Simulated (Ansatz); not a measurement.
## AlNi$_{3}$: geometry relaxation (part 2 of 2)

The same run, continued: AlNi$_{3}$ (interface cell, 24 atoms in the cell); DFT PBE, scalar-relativistic, plane waves, PAW (Ansatz 0.2.0); cutoff 420 eV, 12×12×3 k-mesh, Gaussian smearing of 0.1 eV, collinear spins. The structure derives from a Materials Project entry. The run did not end well. It belongs to a series of runs on one base structure; here: antiphase boundary on (1 1 1), shift by [0.5, 0.5, 0] of the cube.

Geometry of the input (Å; fractional positions):
```
5.0440  0.0000  0.0000
-2.5220  4.3683  0.0000
0.0000  0.0000  12.3553
Al 0.0000  0.0000  0.0000
Al 0.6667  0.3333  0.1667
Al 0.3333  0.6667  0.3333
Ni 0.5000  0.5000  0.5000
Ni 0.8333  0.1667  0.3333
Ni 0.1667  0.8333  0.1667
Ni 0.5000  0.0000  0.5000
Ni 0.1667  0.3333  0.1667
Ni 0.8333  0.6667  0.3333
Ni -0.0000  0.5000  0.0000
Ni 0.6667  0.8333  0.1667
Ni 0.3333  0.1667  0.3333
Ni 0.0000  0.0000  0.5000
Ni 0.6667  0.3333  0.6667
Ni 0.3333  0.6667  0.8333
Ni 0.5000  0.5000  0.0000
Ni 0.8333  0.1667  0.8333
Ni 0.1667  0.8333  0.6667
Ni 0.5000  0.0000  0.0000
Ni 0.1667  0.3333  0.6667
Ni 0.8333  0.6667  0.8333
Al -0.0000  0.5000  0.5000
Al 0.6667  0.8333  0.6667
Al 0.3333  0.1667  0.8333
```

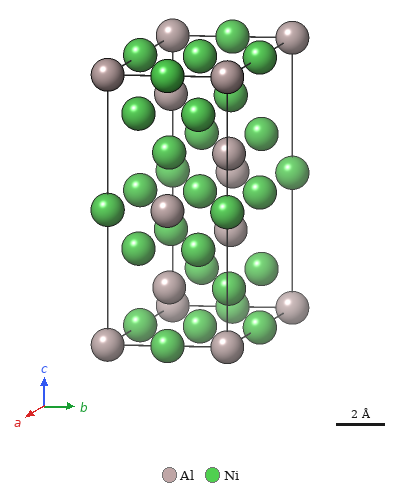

Fig. 1: The geometry at step 1 of the log (spheres-only view of the cell of the calculation, seen at an oblique angle).

### The program's output, continued
```
SCF iter   1: F=—  HF=-108349.636744 eV  |F-HF|=—  |Δ(HF+E_count)|=         —  Δρ=2.35e-3 (↑1.19e-3 ↓2.35e-3)  dr2=3.60e-2  dr2_m=1.80e-3  M=2.689 μB ∫|m|=3.310 μB  β_m=0.30  ethr=1.08e-5  ⟨swp⟩=2.3  Hψ=189950  notcnv=0
preconditioner: auto → Kerker (q_TF=auto, 2.833 Å⁻¹)  [metal: Δε(μ)=0.001 eV  Ē_g=7.186 eV  σ=0.100 eV  W_gap=0.00  n_scr=94 (ndim 8)  ℏωp=31.6 eV  f_vac=0.000  D(μ)=23.92/eV (n_scr^D=308)]
spin=Collinear: Kerker preconditioning applied to the charge; magnetization (m = ρ↑ − ρ↓) channel mixes plain (no charge-response kernel on spin).
SCF iter   2: F=—  HF=-108349.636927 eV  |F-HF|=—  |Δ(HF+E_count)|=   1.83e-4  Δρ=2.41e-3 (↑2.17e-3 ↓2.41e-3)  dr2=3.96e-2  dr2_m=5.46e-4  M=2.698 μB ∫|m|=3.317 μB  β_m=0.24  ethr=1.05e-5  ⟨swp⟩=1.4  Hψ=51453  notcnv=0
SCF iter   3: F=—  HF=-108349.635261 eV  |F-HF|=—  |Δ(HF+E_count)|=   1.67e-3  Δρ=1.47e-3 (↑7.85e-4 ↓1.47e-3)  dr2=1.56e-2  dr2_m=8.02e-4  M=2.689 μB ∫|m|=3.308 μB  β_m=0.11  ethr=1.05e-5  ⟨swp⟩=1.1  Hψ=50725  notcnv=0
SCF iter   4: F=—  HF=-108349.634632 eV  |F-HF|=—  |Δ(HF+E_count)|=   6.29e-4  Δρ=9.20e-4 (↑5.84e-4 ↓9.20e-4)  dr2=6.47e-3  dr2_m=4.06e-4  M=2.688 μB ∫|m|=3.306 μB  β_m=0.15  ethr=4.55e-6  ⟨swp⟩=1.0  Hψ=50578  notcnv=0
SCF iter   5: F=—  HF=-108349.633861 eV  |F-HF|=—  |Δ(HF+E_count)|=   7.71e-4  Δρ=3.37e-4 (↑3.37e-4 ↓2.63e-4)  dr2=1.19e-3  dr2_m=5.80e-5  M=2.683 μB ∫|m|=3.299 μB  β_m=0.20  ethr=1.89e-6  ⟨swp⟩=1.0  Hψ=50578  notcnv=0
SCF iter   6: F=—  HF=-108349.633432 eV  |F-HF|=—  |Δ(HF+E_count)|=   4.29e-4  Δρ=2.12e-4 (↑1.60e-4 ↓2.12e-4)  dr2=1.99e-4  dr2_m=3.10e-5  M=2.678 μB ∫|m|=3.292 μB  β_m=0.38  ethr=3.48e-7  ⟨swp⟩=2.7  Hψ=77431  notcnv=0
SCF iter   7: F=—  HF=-108349.633420 eV  |F-HF|=—  |Δ(HF+E_count)|=   1.19e-5  Δρ=3.36e-4 (↑2.42e-4 ↓3.36e-4)  dr2=6.98e-4  dr2_m=1.35e-5  M=2.673 μB ∫|m|=3.285 μB  β_m=0.38  ethr=5.81e-8  ⟨swp⟩=2.0  Hψ=73769  notcnv=0
SCF iter   8: F=—  HF=-108349.633384 eV  |F-HF|=—  |Δ(HF+E_count)|=   3.55e-5  Δρ=5.86e-5 (↑5.79e-5 ↓5.86e-5)  dr2=9.73e-6  dr2_m=4.38e-6  M=2.671 μB ∫|m|=3.283 μB  β_m=0.56  ethr=5.81e-8  ⟨swp⟩=2.1  Hψ=61179  notcnv=0
SCF iter   9: F=—  HF=-108349.633387 eV  |F-HF|=—  |Δ(HF+E_count)|=   2.20e-6  Δρ=8.68e-5 (↑3.81e-5 ↓8.68e-5)  dr2=2.51e-5  dr2_m=3.88e-6  M=2.669 μB ∫|m|=3.279 μB  β_m=0.56  ethr=2.84e-9  ⟨swp⟩=2.0  Hψ=71611  notcnv=0
SCF iter  10: F=—  HF=-108349.633388 eV  |F-HF|=—  |Δ(HF+E_count)|=   1.75e-6  Δρ=6.31e-5 (↑6.31e-5 ↓5.89e-5)  dr2=2.47e-5  dr2_m=1.87e-6  M=2.666 μB ∫|m|=3.275 μB  β_m=0.53  ethr=2.84e-9  ⟨swp⟩=2.0  Hψ=71620  notcnv=0
iter 11 did not close the SCF: its close was put off for a magnetic moment that had not settled (scf_convergence_deferred on its scf_iter line)
SCF iter  11: F=-108349.633386 eV  HF=-108349.633387 eV  |F-HF|=1.70e-6  |Δ(HF+E_count)|=   1.06e-6  Δρ=3.87e-5 (↑1.42e-5 ↓3.87e-5)  dr2=2.16e-6  dr2_m=1.33e-6  M=2.663 μB ∫|m|=3.271 μB  β_m=0.70  ethr=7.02e-10  ⟨swp⟩=3.2  Hψ=173288  notcnv=0
SCF iter  12: F=—  HF=-108349.633388 eV  |F-HF|=—  |Δ(HF+E_count)|=   4.60e-7  Δρ=3.14e-5 (↑3.14e-5 ↓3.01e-5)  dr2=6.06e-6  dr2_m=6.53e-7  M=2.660 μB ∫|m|=3.268 μB  β_m=0.78  ethr=6.32e-10  ⟨swp⟩=2.0  Hψ=68931  notcnv=0
SCF iter  13: F=—  HF=-108349.633390 eV  |F-HF|=—  |Δ(HF+E_count)|=   2.03e-6  Δρ=8.77e-5 (↑5.24e-5 ↓8.77e-5)  dr2=4.82e-5  dr2_m=9.95e-7  M=2.658 μB ∫|m|=3.264 μB  β_m=0.60  ethr=6.32e-10  ⟨swp⟩=2.0  Hψ=90850  notcnv=0  recentre
SCF iter  14: F=—  HF=-108349.633388 eV  |F-HF|=—  |Δ(HF+E_count)|=   1.50e-6  Δρ=3.35e-5 (↑2.17e-5 ↓3.35e-5)  dr2=7.49e-6  dr2_m=2.12e-7  M=2.655 μB ∫|m|=3.260 μB  β_m=0.59  ethr=6.32e-10  ⟨swp⟩=2.0  Hψ=85962  notcnv=0
SCF iter  15: F=-108349.633387 eV  HF=-108349.633388 eV  |F-HF|=1.43e-6  |Δ(HF+E_count)|=   2.73e-7  Δρ=1.47e-5 (↑1.43e-5 ↓1.47e-5)  dr2=1.68e-6  dr2_m=4.94e-8  M=2.653 μB ∫|m|=3.258 μB  ethr=6.32e-10  ⟨swp⟩=2.0  Hψ=152108  notcnv=0
SCF 2 converged in 15 iterations: F = -108349.633387 eV  dr2 = 1.68e-6
relax step   2: F+E_penalty+E_count = -108349.63338663 eV  Δ(F+E_penalty+E_count) = -1.760e-1 eV  max|allowed force component| = 4.336e-1 eV/Å  Δτ_max = 0.0441 Å  P = +0.179 GPa  Ω = 272.645 Å³  energy of the carried Pulay correction = -1.448e-4 eV  fix = [a, b, alpha, beta, gamma]  reactions: a +0.083, b +0.210 GPa; beta +2.453, gamma +0.073 GPa/rad  (15 SCF iters, dr2 threshold 2.40e-6 eV, accepted)
Crystal: 24 atoms, lattice volume = 272.631 Å³
iter 1 solved again at ethr=2.87e-5 eV; its pass at ethr=3.10e-3 eV (dr2=9.83e-2 eV) is discarded
SCF iter   1: F=—  HF=-108349.715229 eV  |F-HF|=—  |Δ(HF+E_count)|=         —  Δρ=5.28e-3 (↑2.65e-3 ↓5.28e-3)  dr2=9.20e-2  dr2_m=1.19e-2  M=2.595 μB ∫|m|=3.209 μB  β_m=0.30  ethr=2.87e-5  ⟨swp⟩=2.2  Hψ=195435  notcnv=0
preconditioner: auto → Kerker (q_TF=auto, 2.833 Å⁻¹)  [metal: Δε(μ)=0.000 eV  Ē_g=7.196 eV  σ=0.100 eV  W_gap=0.00  n_scr=94 (ndim 8)  ℏωp=31.6 eV  f_vac=0.000  D(μ)=23.23/eV (n_scr^D=272)]
spin=Collinear: Kerker preconditioning applied to the charge; magnetization (m = ρ↑ − ρ↓) channel mixes plain (no charge-response kernel on spin).
SCF iter   2: F=—  HF=-108349.715212 eV  |F-HF|=—  |Δ(HF+E_count)|=   1.68e-5  Δρ=4.10e-3 (↑2.93e-3 ↓4.10e-3)  dr2=8.71e-2  dr2_m=5.73e-3  M=2.592 μB ∫|m|=3.204 μB  β_m=0.33  ethr=2.69e-5  ⟨swp⟩=1.1  Hψ=50677  notcnv=0
SCF iter   3: F=—  HF=-108349.716117 eV  |F-HF|=—  |Δ(HF+E_count)|=   9.05e-4  Δρ=4.51e-3 (↑2.91e-3 ↓4.51e-3)  dr2=1.13e-1  dr2_m=4.00e-3  M=2.584 μB ∫|m|=3.196 μB  β_m=0.12  ethr=2.55e-5  ⟨swp⟩=2.0  Hψ=60183  notcnv=0
SCF iter   4: F=—  HF=-108349.710409 eV  |F-HF|=—  |Δ(HF+E_count)|=   5.71e-3  Δρ=1.63e-3 (↑9.82e-4 ↓1.63e-3)  dr2=1.52e-2  dr2_m=1.35e-3  M=2.577 μB ∫|m|=3.186 μB  β_m=0.22  ethr=2.55e-5  ⟨swp⟩=1.0  Hψ=50578  notcnv=0
SCF iter   5: F=—  HF=-108349.708355 eV  |F-HF|=—  |Δ(HF+E_count)|=   2.05e-3  Δρ=6.58e-4 (↑5.98e-4 ↓6.58e-4)  dr2=2.73e-3  dr2_m=2.45e-4  M=2.560 μB ∫|m|=3.166 μB  β_m=0.27  ethr=4.46e-6  ⟨swp⟩=2.3  Hψ=76935  notcnv=0
SCF iter   6: F=—  HF=-108349.708162 eV  |F-HF|=—  |Δ(HF+E_count)|=   1.94e-4  Δρ=5.35e-4 (↑3.56e-4 ↓5.35e-4)  dr2=8.71e-4  dr2_m=1.92e-4  M=2.553 μB ∫|m|=3.156 μB  β_m=0.42  ethr=7.99e-7  ⟨swp⟩=1.0  Hψ=50578  notcnv=0
SCF iter   7: F=—  HF=-108349.708103 eV  |F-HF|=—  |Δ(HF+E_count)|=   5.92e-5  Δρ=8.08e-4 (↑6.39e-4 ↓8.08e-4)  dr2=4.90e-3  dr2_m=6.36e-5  M=2.540 μB ∫|m|=3.138 μB  β_m=0.42  ethr=2.55e-7  ⟨swp⟩=2.0  Hψ=73102  notcnv=0
SCF iter   8: F=—  HF=-108349.707874 eV  |F-HF|=—  |Δ(HF+E_count)|=   2.29e-4  Δρ=1.79e-4 (↑1.21e-4 ↓1.79e-4)  dr2=6.09e-5  dr2_m=3.48e-5  M=2.532 μB ∫|m|=3.129 μB  β_m=0.71  ethr=2.55e-7  ⟨swp⟩=2.0  Hψ=63551  notcnv=0
SCF iter   9: F=—  HF=-108349.707894 eV  |F-HF|=—  |Δ(HF+E_count)|=   1.96e-5  Δρ=1.78e-4 (↑1.27e-4 ↓1.78e-4)  dr2=1.34e-4  dr2_m=2.00e-5  M=2.520 μB ∫|m|=3.112 μB  β_m=0.71  ethr=1.78e-8  ⟨swp⟩=2.3  Hψ=92434  notcnv=0
SCF iter  10: F=—  HF=-108349.707899 eV  |F-HF|=—  |Δ(HF+E_count)|=   5.79e-6  Δρ=1.48e-4 (↑8.20e-5 ↓1.48e-4)  dr2=9.66e-5  dr2_m=8.95e-6  M=2.503 μB ∫|m|=3.088 μB  β_m=0.85  ethr=1.78e-8  ⟨swp⟩=2.0  Hψ=72678  notcnv=0
SCF iter  11: F=—  HF=-108349.707906 eV  |F-HF|=—  |Δ(HF+E_count)|=   6.94e-6  Δρ=1.41e-4 (↑9.38e-5 ↓1.41e-4)  dr2=1.12e-4  dr2_m=3.47e-6  M=2.489 μB ∫|m|=3.070 μB  β_m=0.87  ethr=1.78e-8  ⟨swp⟩=1.7  Hψ=57106  notcnv=0
SCF iter  12: F=—  HF=-108349.707911 eV  |F-HF|=—  |Δ(HF+E_count)|=   4.52e-6  Δρ=1.43e-4 (↑1.12e-4 ↓1.43e-4)  dr2=1.26e-4  dr2_m=1.57e-6  M=2.483 μB ∫|m|=3.062 μB  β_m=0.65  ethr=1.78e-8  ⟨swp⟩=2.0  Hψ=88148  notcnv=0
SCF iter  13: F=—  HF=-108349.707906 eV  |F-HF|=—  |Δ(HF+E_count)|=   4.93e-6  Δρ=1.09e-4 (↑9.72e-5 ↓1.09e-4)  dr2=9.19e-5  dr2_m=5.40e-7  M=2.479 μB ∫|m|=3.057 μB  β_m=0.63  ethr=1.78e-8  ⟨swp⟩=1.8  Hψ=60983  notcnv=0
SCF iter  14: F=—  HF=-108349.707902 eV  |F-HF|=—  |Δ(HF+E_count)|=   4.28e-6  Δρ=4.52e-5 (↑4.15e-5 ↓4.52e-5)  dr2=1.62e-5  dr2_m=2.57e-7  M=2.476 μB ∫|m|=3.053 μB  β_m=0.49  ethr=1.78e-8  ⟨swp⟩=1.0  Hψ=50578  notcnv=0
iter 15 did not close the SCF: its close was put off for a magnetic moment that had not settled (scf_convergence_deferred on its scf_iter line)
SCF iter  15: F=-108349.707899 eV  HF=-108349.707901 eV  |F-HF|=1.79e-6  |Δ(HF+E_count)|=   7.62e-7  Δρ=1.89e-5 (↑1.48e-5 ↓1.89e-5)  dr2=1.98e-6  dr2_m=1.57e-7  M=2.474 μB ∫|m|=3.051 μB  β_m=0.55  ethr=7.02e-10  ⟨swp⟩=2.5  Hψ=145753  notcnv=0
SCF iter  16: F=—  HF=-108349.707901 eV  |F-HF|=—  |Δ(HF+E_count)|=   6.38e-8  Δρ=1.80e-5 (↑1.80e-5 ↓1.59e-5)  dr2=2.44e-6  dr2_m=1.96e-8  M=2.474 μB ∫|m|=3.050 μB  β_m=0.41  ethr=5.80e-10  ⟨swp⟩=1.0  Hψ=50615  notcnv=0
```

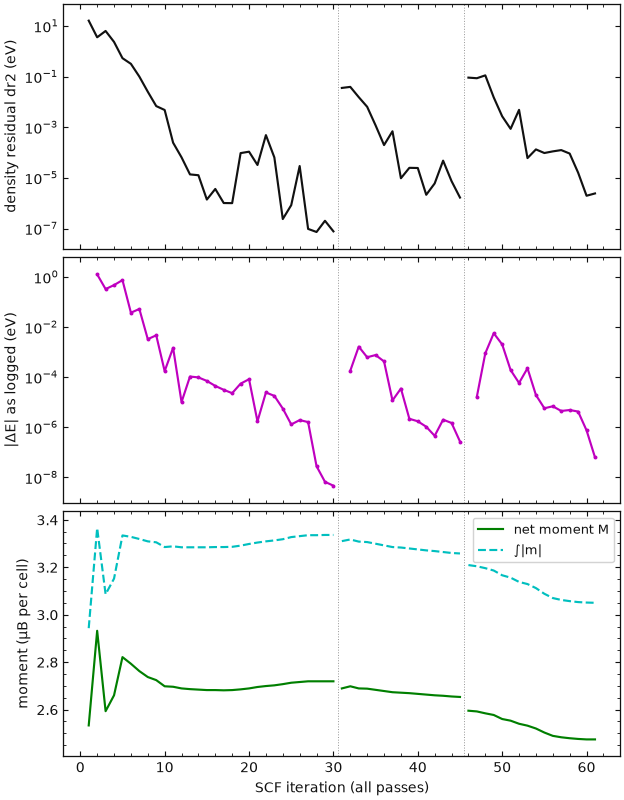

Fig. 2: Convergence of the self-consistent field: density residual dr2, size of the energy change and magnetic moment against the SCF iteration. Dotted lines part the SCF passes that the log prints in full. The net moment starts and ends at 2.5 μB per cell.

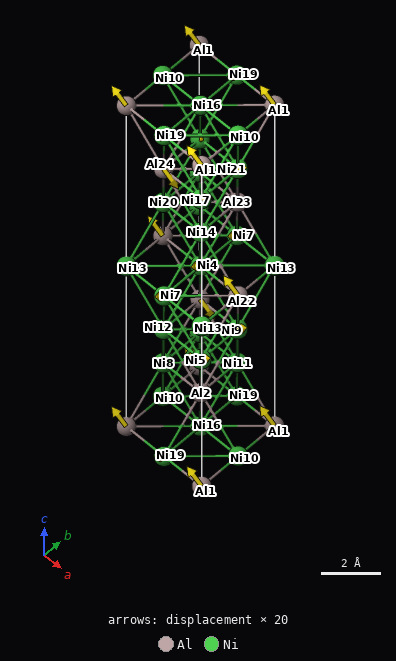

Fig. 3: The starting structure with the displacements as yellow arrows, magnified 20 times (ball-and-stick view of the cell of the calculation, seen at an oblique angle). The run was cut off at its time limit before the relaxation converged, so the last structure is only a point on the way. The largest moves relative to the cell, 0.044 Å, are those of Al1, Al3, Al22 and Al24. Largest moves by element: Al 0.044 Å, Ni 0.021 Å. The volume changes by +0.2 %, with a = b stay at 5.044 Å, c 12.355 → 12.374 Å (+0.2 %). Among the contacts that change: Al1–Al24 2.522 → 2.612 Å, Al1–Ni11 2.522 → 2.481 Å, Al2–Ni16 2.522 → 2.537 Å, Ni10–Ni15 2.522 → 2.535 Å. The energy falls by 0.176 eV per cell of the calculation in 1 geometry step. The largest force component goes from 0.93 to 0.43 eV/Å. The pressure goes from 0.55 to 0.18 GPa. (Atoms are counted from 1 in the order of the input.)

### Trajectory as extended XYZ (Å, eV, eV/Å), 2 frames, from step=1 to step=2
```
24
Lattice="5.0440 0.0000 0.0000 -2.5220 4.3683 0.0000 0.0000 0.0000 12.3553" Properties=species:S:1:pos:R:3:forces:R:3 step=1 energy=-108349.45735 pressure_GPa=0.55
Al    0.0000    0.0000    0.0000   -0.5539  -0.3198   0.9264
Al    2.5220    1.4561    2.0592    0.0000   0.0000   0.0000
Al    0.0000    2.9122    4.1184    0.5539   0.3198  -0.9264
Ni    1.2610    2.1841    6.1777   -0.0772  -0.2333  -0.1282
Ni    3.7830    0.7280    4.1184    0.2407  -0.0498   0.1282
Ni   -1.2610    3.6402    2.0592    0.0000   0.0000   0.0000
Ni    2.5220    0.0000    6.1777   -0.2407   0.0498  -0.1282
Ni    0.0000    1.4561    2.0592    0.0000   0.0000   0.0000
Ni    2.5220    2.9122    4.1184    0.0772   0.2333   0.1282
Ni   -1.2610    2.1841    0.0000    0.0699   0.0403  -0.0806
Ni    1.2610    3.6402    2.0592    0.0000   0.0000   0.0000
Ni    1.2610    0.7280    4.1184   -0.0699  -0.0403   0.0806
Ni    0.0000    0.0000    6.1777    0.0699   0.0403  -0.0806
Ni    2.5220    1.4561    8.2369    0.0000   0.0000   0.0000
Ni    0.0000    2.9122   10.2961   -0.0699  -0.0403   0.0806
Ni    1.2610    2.1841    0.0000   -0.2407   0.0498  -0.1282
Ni    3.7830    0.7280   10.2961    0.0772   0.2333   0.1282
Ni   -1.2610    3.6402    8.2369    0.0000   0.0000   0.0000
Ni    2.5220    0.0000    0.0000   -0.0772  -0.2333  -0.1282
Ni    0.0000    1.4561    8.2369    0.0000   0.0000   0.0000
Ni    2.5220    2.9122   10.2961    0.2407  -0.0498   0.1282
Al   -1.2610    2.1841    6.1777   -0.5539  -0.3198   0.9264
Al    1.2610    3.6402    8.2369    0.0000   0.0000   0.0000
Al    1.2610    0.7280   10.2961    0.5539   0.3198  -0.9264
24
Lattice="5.0440 0.0000 0.0000 -2.5220 4.3683 0.0000 0.0000 0.0000 12.3740" Properties=species:S:1:pos:R:3:forces:R:3 step=2 energy=-108349.63339 pressure_GPa=0.18
Al   -0.0262   -0.0151    0.0322   -0.2894  -0.1671   0.4336
Al    2.5220    1.4561    2.0623    0.0000   0.0000   0.0000
Al    0.0262    2.9273    4.0925    0.2894   0.1671  -0.4336
Ni    1.2445    2.1738    6.1793   -0.0539  -0.1610  -0.1015
Ni    3.8002    0.7372    4.1324    0.1663  -0.0338   0.1015
Ni   -1.2610    3.6402    2.0623    0.0000   0.0000   0.0000
Ni    2.5048   -0.0091    6.1793   -0.1663   0.0338  -0.1015
Ni    0.0000    1.4561    2.0623    0.0000   0.0000   0.0000
Ni    2.5385    2.9225    4.1324    0.0539   0.1610   0.1015
Ni   -1.2679    2.1801    0.0008    0.0348   0.0201  -0.0613
Ni    1.2610    3.6402    2.0623    0.0000   0.0000   0.0000
Ni    1.2679    0.7320    4.1239   -0.0348  -0.0201   0.0613
Ni   -0.0069   -0.0040    6.1878    0.0348   0.0201  -0.0613
Ni    2.5220    1.4561    8.2493    0.0000   0.0000   0.0000
Ni    0.0069    2.9162   10.3109   -0.0348  -0.0201   0.0613
Ni    1.2438    2.1750   -0.0077   -0.1663   0.0338  -0.1015
Ni    3.7996    0.7384   10.3193    0.0539   0.1610   0.1015
Ni   -1.2610    3.6402    8.2493    0.0000   0.0000   0.0000
Ni    2.5055   -0.0103   -0.0077   -0.0539  -0.1610  -0.1015
Ni    0.0000    1.4561    8.2493    0.0000   0.0000   0.0000
Ni    2.5392    2.9213   10.3193    0.1663  -0.0338   0.1015
Al   -1.2872    2.1690    6.2191   -0.2894  -0.1671   0.4336
Al    1.2610    3.6402    8.2493    0.0000   0.0000   0.0000
Al    1.2872    0.7432   10.2795    0.2894   0.1671  -0.4336
```
